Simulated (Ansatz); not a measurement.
**A series of single points on KF**

System: KF (2 atoms in the cell).
Method: DFT PBE, scalar-relativistic, plane waves, PAW, no spin polarisation (Ansatz 0.2.0).

The 6 runs differ only in the geometry, by a shift of atoms along one path in a fixed cell. The shift s is measured from run 4: K1 moves along the Cartesian direction (1.00, 0.00, 0.00). The structure derives from an entry of the Crystallography Open Database.

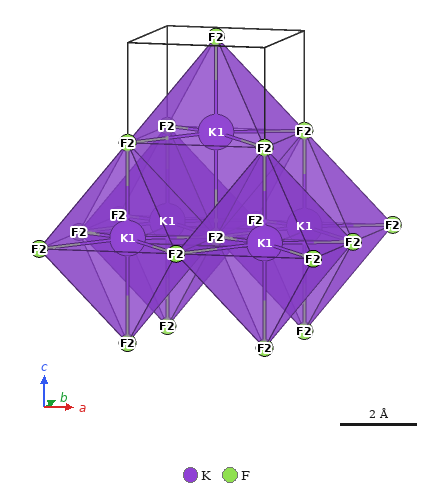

Figure 1. The structure of run 4 (polyhedral view of the cell 2 times as large as that of the calculation, set on its symmetry axes, seen slightly off an axis; polyhedra are completed across the faces of the cell; atoms are numbered from 1 in the order of the input). An atom can appear more than once, as a periodic image.

## Input of run 4
```yaml
crystal:
  lattice:
    - [0.0, 2.6735, 2.6735]
    - [2.6735, 0.0, 2.6735]
    - [2.6735, 2.6735, 0.0]
  atoms:
    - { symbol: K, position: [-0.0233775949, 0.0233775949, 0.0233775949] }
    - { symbol: F, position: [0.5, 0.5, 0.5] }
basis:
  ecutwfc: 420
kpoints:
  mp_grid: { grid: [8, 8, 8] }
hamiltonian:
  xc: pbe
scf:
  occupations: { method: gaussian, width: 0.05 }
output:
  forces: true
  stress: true
  eigenvalues: true
```

Command:
```bash
ansatz run input.yaml --threads 1 --pin off --max-ram 2560MiB --backend cpu --events-out ev --progress --plain --runs-dir out
```

Lattice vectors (Å) and fractional positions of run 4:
```
   0.000000    2.673500    2.673500
   2.673500    0.000000    2.673500
   2.673500    2.673500    0.000000
K  -0.023378  0.023378  0.023378
F   0.500000  0.500000  0.500000
```

Run 2 differs from it as follows:
```diff
-    - { symbol: K, position: [-0.0233775949, 0.0233775949, 0.0233775949] }
+    - { symbol: K, position: [-0.004675519, 0.004675519, 0.004675519] }
```

## Results, with one run withheld

| run | shift s of K1 (Å) | free energy per atom, from the lowest run given (meV) | pressure (GPa) | gap on the mesh (eV) | force along the path (eV/Å) |
| --- | --- | --- | --- | --- | --- |
| 1 | −0.3250 | 14.99 | 1.91 | 6.18 | 0.375 |
| 2 | −0.1000 | ? | ? | ? | ? |
| 3 | −0.0500 | 0.00 | 1.40 | 6.17 | −0.121 |
| 4 | 0.0000 | 4.13 | 1.54 | 6.17 | −0.211 |
| 5 | 0.0250 | 7.08 | 1.64 | 6.18 | −0.261 |
| 6 | 0.0500 | 10.68 | 1.77 | 6.18 | −0.316 |

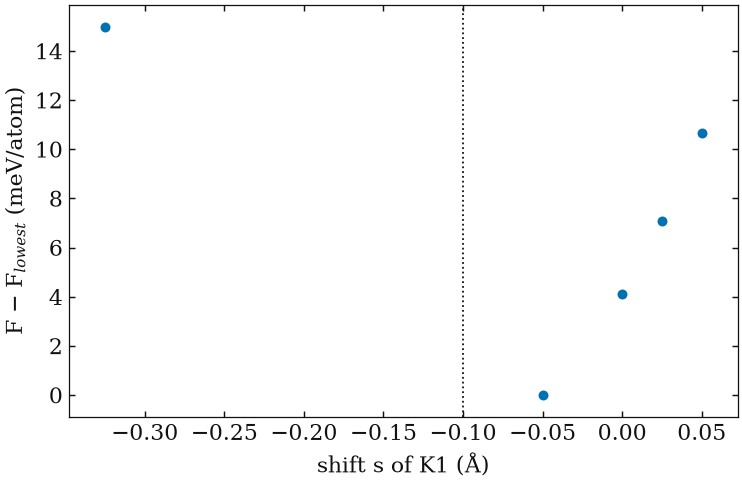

Figure 2. Free energy per atom of the runs given; the dotted line marks run 2.

Fit the runs given and predict run 2.

A cubic polynomial in the coordinate, fitted to the 5 runs given, misses them by at most 0.01 meV per atom. With x = s + 0.0600, it reads F = −0.54275 + 49.836 x + 455.15 x² + 173.22 x³ (meV per atom). At run 2 it gives −1.82 meV per atom, and the run itself gives −2.00. The slope of the fit gives a force −dF/ds of −0.029 eV/Å along the path (summed over the atoms that move), and the printed forces give −0.039 eV/Å. The fit has its minimum at s = −0.1166 Å.

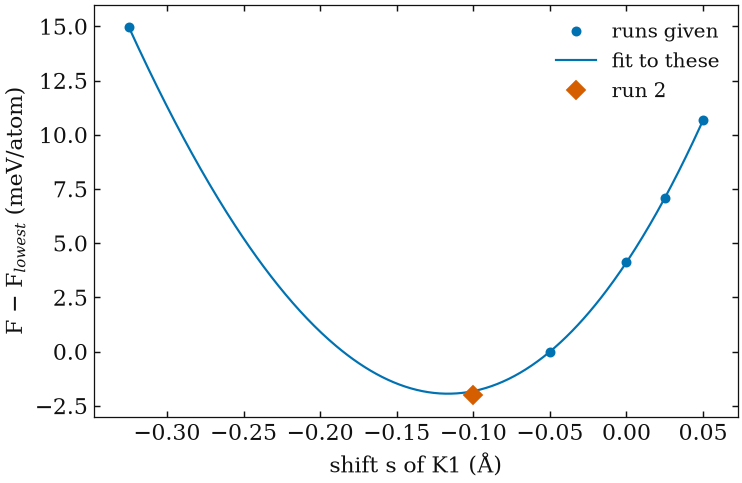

Figure 3. The fit and the withheld run.

## Output, shortened to warnings, some set-up lines, iterations and results (run 2)
```
Basis set: ecut = 420 eV, 725 PW (Γ), exchange–correlation on 54×54×54 points (8 copies of the dense FFT grid, shifted against one another)
Symmetry: 8 space group operations
k-points: 59 of 512 (time reversal used)
Initial density: superposition of atomic densities (neutral atoms: chi_scale 0, normalization atom), corrected by the library's trained network
[...]
SCF iter   1: F=—  HF=-2348.796267 eV  |F-HF|=—  |Δ(HF+E_count)|=         —  Δρ=7.10e-4  dr2=9.62e-5  ethr=1.77e-3  ⟨swp⟩=6.0  Hψ=4583  notcnv=0
SCF iter   2: F=—  HF=-2348.796244 eV  |F-HF|=—  |Δ(HF+E_count)|=   2.30e-5  Δρ=1.13e-3  dr2=3.67e-4  ethr=6.01e-7  ⟨swp⟩=2.2  Hψ=1677  notcnv=0
SCF iter   3: F=—  HF=-2348.796180 eV  |F-HF|=—  |Δ(HF+E_count)|=   6.46e-5  Δρ=4.64e-4  dr2=6.95e-5  ethr=6.01e-7  ⟨swp⟩=2.0  Hψ=1109  notcnv=0
SCF iter   4: F=—  HF=-2348.796201 eV  |F-HF|=—  |Δ(HF+E_count)|=   2.09e-5  Δρ=2.06e-4  dr2=1.07e-5  ethr=4.35e-7  ⟨swp⟩=2.0  Hψ=1121  notcnv=0
SCF iter   5: F=—  HF=-2348.796203 eV  |F-HF|=—  |Δ(HF+E_count)|=   1.99e-6  Δρ=1.41e-4  dr2=5.59e-6  ethr=6.70e-8  ⟨swp⟩=1.0  Hψ=708  notcnv=0
SCF iter   6: F=—  HF=-2348.796202 eV  |F-HF|=—  |Δ(HF+E_count)|=   8.73e-7  Δρ=7.62e-5  dr2=1.71e-6  ethr=3.49e-8  ⟨swp⟩=1.0  Hψ=708  notcnv=0
SCF iter   7: F=-2348.796201 eV  HF=-2348.796202 eV  |F-HF|=4.93e-8  |Δ(HF+E_count)|=   4.10e-7  Δρ=1.40e-5  dr2=5.82e-8  ethr=6.25e-10  ⟨swp⟩=3.0  Hψ=2665  notcnv=0
SCF 1 converged in 7 iterations: F = -2348.796201 eV  dr2 = 5.82e-8
SCF converged after 7 iterations
Free energy (F): -2348.796201 eV
Harris-Foulkes:  -2348.796202 eV  (|F-HF|=4.93e-8)
Internal energy: -2348.796201 eV  (E = F + TS)
E sigma→0 (E₀):  -2348.796201 eV
Fermi energy:    4.534292 eV
--- Per-component energies (eV) ---
  E_band       = -125.406353
  E_kinetic    = 462.316497
  E_local      = -1112.092977  (includes V_loc(G=0)·N_el)
  E_nonlocal   = 85.953404
  E_hartree    = 401.106322
  E_xc         = -216.464806
  E_vxc        = -269.083103  (∫ρ·V_xc dr)
  E_paw        = -982.195648  (= ΣΔE_a)
  E_vpaw       = -94.708268  (= ΣTr[D̂ρ^β])
  E_aug_tail   = 0.002065  (compensation charges beyond the density's cutoff)
  E_ewald      = -987.421058
  E_smearing   = -0.000000  (= −TS)
  E_closure    = -0.000000  (closes the sum)
  Σ components = -2348.796201   (vs F -2348.796201, Δ=0.00e0)
--- Forces (eV/Å), atoms counted from 1 ---
  atom   1  K     -0.03945536    -0.00000000     0.00000000
  atom   2  F      0.03946404     0.00000000     0.00000000
  max |Σ_I F_I| component: 8.67e-6 eV/Å
--- Stress (GPa, compression-positive) ---
        1.345798       0.000000       0.000000
        0.000000       1.313759       0.000000
        0.000000       0.000000       1.313759
  P = ⅓ Tr σ = 1.3244 GPa (13.244 kbar)
```
